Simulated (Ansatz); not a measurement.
Input file:

```
crystal:
  lattice:
    - [4.9614356393, 0.0, 0.0]
    - [0.0, 4.9614356393, 0.0]
    - [0.0, 0.0, 3.3861210695]
  atoms:
    - { symbol: Pb, position: [0.5, 0.5, 0.5] }
    - { symbol: Pb, position: [0.0, 0.0, 0.0] }
    - { symbol: O, position: [0.69257104, 0.69257104, 0.0] }
    - { symbol: O, position: [0.80742896, 0.19257104, 0.5] }
    - { symbol: O, position: [0.19257104, 0.80742896, 0.5] }
    - { symbol: O, position: [0.30742896, 0.30742896, 0.0] }
hamiltonian:
  xc: pbe
  pseudopotentials: { kind: paw }
kpoints:
  mp_grid: { grid: [6, 6, 8] }
scf:
  occupations: { method: fermi_dirac, width: 0.05 }
output:
  forces: true
  stress: true
  eigenvalues: true
  write_density: true
  write_potential: true
  elf: true
  volumetric_format: npy
```

Command:

```sh
ansatz run input.yaml --threads 2 --pin off --max-ram 5120MiB --backend cpu --events-out ev --progress --plain --runs-dir out
```

Below, planes, directions and counts refer to the conventional cell (a = 4.96 Å, b = 4.96 Å, c = 3.39 Å, α = 90.00°, β = 90.00°, γ = 90.00°).

Space group P4₂/mnm; a structure from a database of computed crystals, not necessarily the ambient phase; computed pressure about 9 GPa in this cell.

Computed with Ansatz, Kohn-Sham DFT of a periodic cell, PBE, Ansatz PAW.

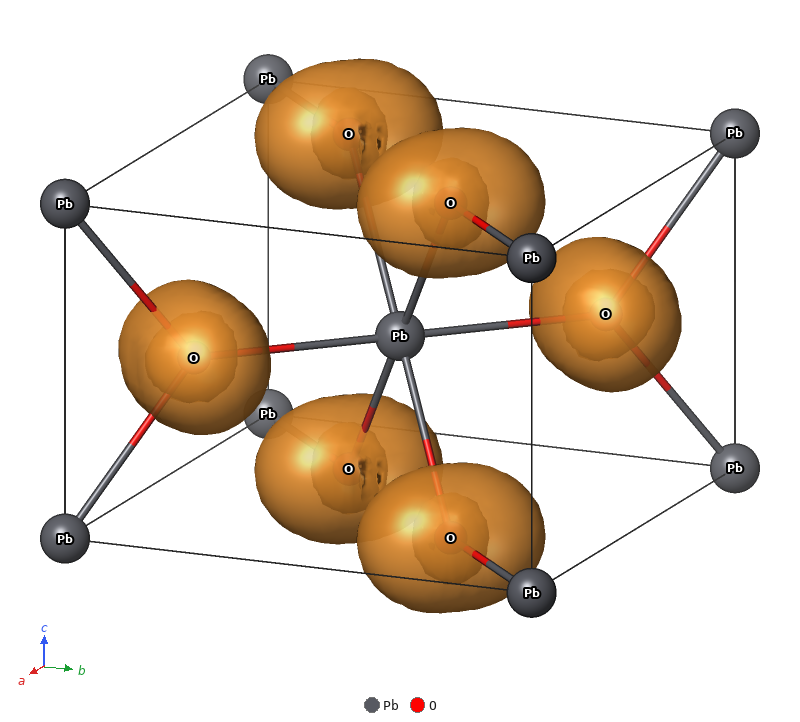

PbO2. Isosurface of the ELF at 0.75 (orange), seen slightly off an axis. Core shells and regions of very low density are left out. Sticks mark near contacts.

In a PAW calculation such maps are meaningful between the atoms, not at the nuclei.

> Where are the electrons localised?

The surface consists of four regions wrapped around O (the valence shell of each), counted in one cell of 6 atoms. Any copies at cell faces, edges or corners count once. Along the contacts the grid gives the following. Pb–O (2.16 Å): the ELF peaks at about 0.80 in the valence shell of O, 0.6 Å from its nucleus, and drops to about 0.20 between the two atoms.
